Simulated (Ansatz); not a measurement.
A periodic structure is given below.

```
CELL_PARAMETERS angstrom
3.81555 0.00000 0.00000
0.00000 3.81555 0.00000
0.00000 0.00000 34.21597
ATOMIC_POSITIONS crystal
Ti 0.00000 0.00000 0.43750
Ti 0.50000 0.50000 0.31250
Ti 0.00000 0.00000 0.18750
Ti 0.50000 0.50000 0.06250
Al 0.00000 0.00000 0.06250
Al 0.50000 0.50000 0.43750
Al 0.00000 0.00000 0.31250
Al 0.50000 0.50000 0.18750
Al 0.50000 0.00000 0.12500
Al 0.00000 0.50000 0.00000
Al 0.50000 0.00000 0.37500
Al 0.00000 0.50000 0.25000
Al 0.00000 0.50000 0.12500
Al 0.50000 0.00000 0.00000
Al 0.00000 0.50000 0.37500
Al 0.50000 0.00000 0.25000
Ti 0.50000 0.50000 0.93750
Ti 0.00000 0.00000 0.81250
Ti 0.50000 0.50000 0.68750
Ti 0.00000 0.00000 0.56250
Al 0.50000 0.50000 0.56250
Al 0.00000 0.00000 0.93750
Al 0.50000 0.50000 0.81250
Al 0.00000 0.00000 0.68750
Al 0.00000 0.50000 0.62500
Al 0.50000 0.00000 0.50000
Al 0.00000 0.50000 0.87500
Al 0.50000 0.00000 0.75000
Al 0.50000 0.00000 0.62500
Al 0.00000 0.50000 0.50000
Al 0.50000 0.00000 0.87500
Al 0.00000 0.50000 0.75000
```

Q: Interpret the file: composition, symmetry and coordination.

A: Chemical formula TiAl3. The structure has I4/mmm (No. 139) symmetry and a body-centred tetragonal lattice. Content of the cell: 8 Ti, 24 Al (Z = 8). About every Ti there are twelve Al in a distorted cuboctahedral arrangement at 2.70 to 2.87 Å. Al is linked to eight Al and four Ti in a distorted cuboctahedral arrangement (2.70 to 2.87 Å to Al, 2.70 to 2.87 Å to Ti). The bonds build a three-dimensional framework.

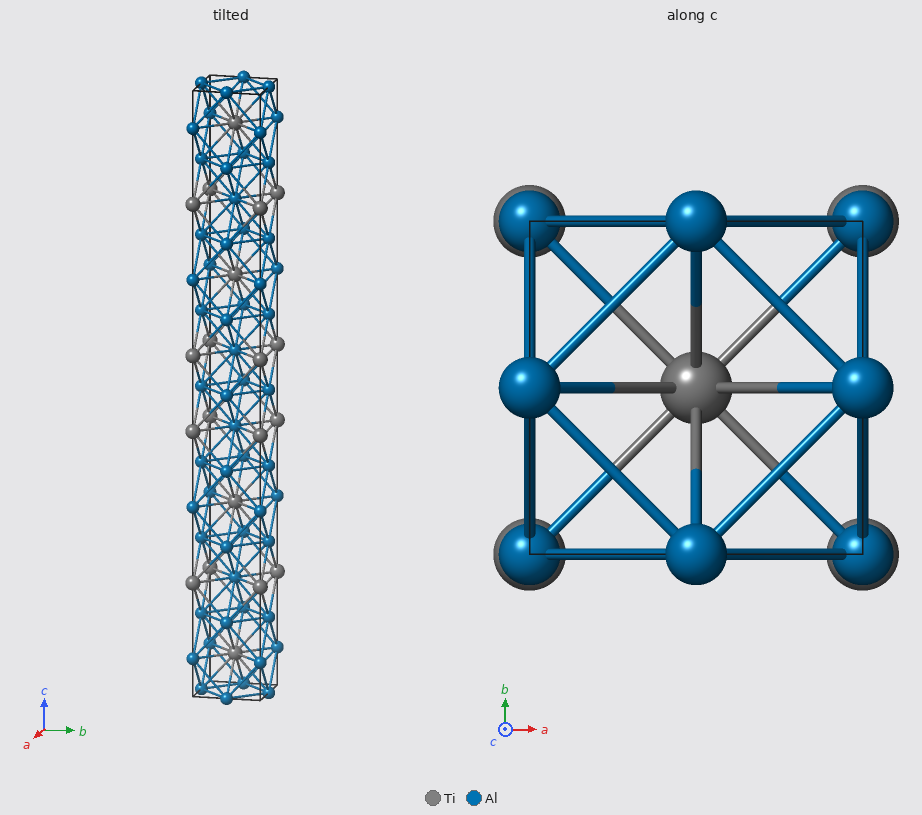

The figure gives a ball-and-stick picture of the atoms, viewed slightly off an axis and along the c axis. The conventional unit cell is outlined; an atom on or near a face, edge or corner is repeated at each equivalent position.

Origin of the cell: a structure listed in the Materials Project. The cell was then strained or its atoms displaced on purpose. It was run through Ansatz as a DFT input.

At this level of theory the run's own cell isn't at rest (forces up to 0.9 eV/Å), so its distances can differ from those at equilibrium, the more so the softer the solid.
